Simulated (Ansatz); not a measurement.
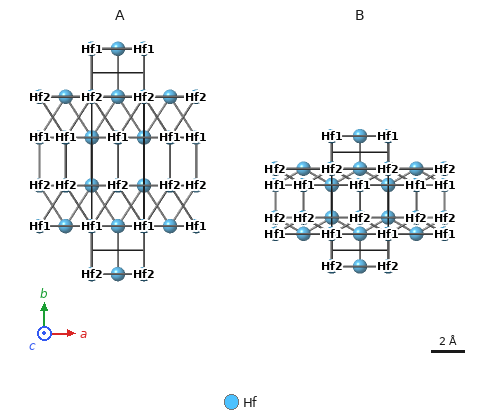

Two geometries of solid Hf (built on the C_69 type) (coarse preliminary run), drawn at one scale. One is the start of a relaxation, the other its converged end. A ball-and-stick model of the conventional cell (4 times the calculation's cell), seen along the c axis. Lengths and directions refer to the drawn axes.

Computed with DFT PBE, scalar-relativistic, plane waves, PAW (Ansatz). (plane-wave cutoff 420 eV; k-point mesh 6 × 6 × 6; occupations gaussian; smearing width 0.1 eV; no spin polarisation; cell and atoms relaxed; force threshold 0.04 eV/Å; at most 70 steps)

Which one is relaxed?

Structure A is the relaxed one. Case: C type (Fmmm, No. 69). The energy falls by 17.296 eV per cell of the calculation in 27 accepted moves (31 points after the start). The largest force component goes from 0.026 to 0.0016 eV/Å. The pressure goes from 99.09 to −0.06 GPa. The line search rejected the trial step at point 15 of the run. The SCF was repeated 3 times at an unchanged geometry on a basis and grid sized afresh for the cell, which shifted the energy by 0.889 eV per cell of the calculation at most. The largest moves relative to the cell, 0.34 Å, are those of Hf1 and Hf2. Hf1 goes along −b. The volume changes by −3.6 %, with a 3.436 → 3.180 Å (−7.4 %), b 5.952 → 10.804 Å (+81.5 %), c 9.369 → 5.376 Å (−42.6 %). Near-neighbour distances that change, for instance: Hf1–Hf1 3.436 → 5.631 Å, Hf1–Hf1 (another image) 4.990 → 3.123 Å, Hf1–Hf2 1.984 → 2.944 Å, Hf1–Hf1 (another image) 3.436 → 3.180 Å. New bonds form: Hf1–Hf1 (4.99 → 3.12 Å), Hf2–Hf2 (4.99 → 3.12 Å). Among the angles between lasting bonds that change: Hf1–Hf2–Hf1 120.0° → 65.4°, Hf1–Hf2–Hf1 120.0° → 147.3°, Hf1–Hf2–Hf2 150.0° → 122.7°. The space group stays Fmmm (No. 69).
